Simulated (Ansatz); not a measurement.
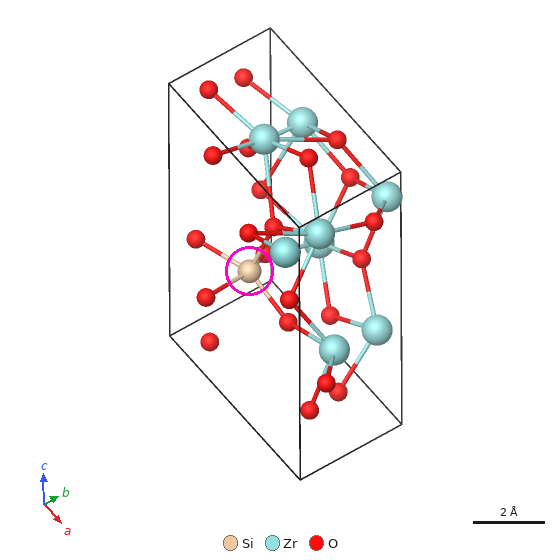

The image is a ball-and-stick drawing of a crystal, viewed slightly off an axis. The frame is the supercell; atoms at its boundary are shown with their periodic copies. The host is ZrO₂, in a cell of 24 sites, and the cell is neutral. A ring marks the defect's site.

Question: Name the defect and give its surroundings.

Answer: Silicon on a zirconium site (a substitutional impurity). It is bonded to five O at about 1.7 to 1.9 Å. Not all metal-metal contacts are counted.

The atoms were relaxed in the host's cell with Ansatz 0.2.0, DFT PBE, scalar-relativistic, plane waves, PAW.
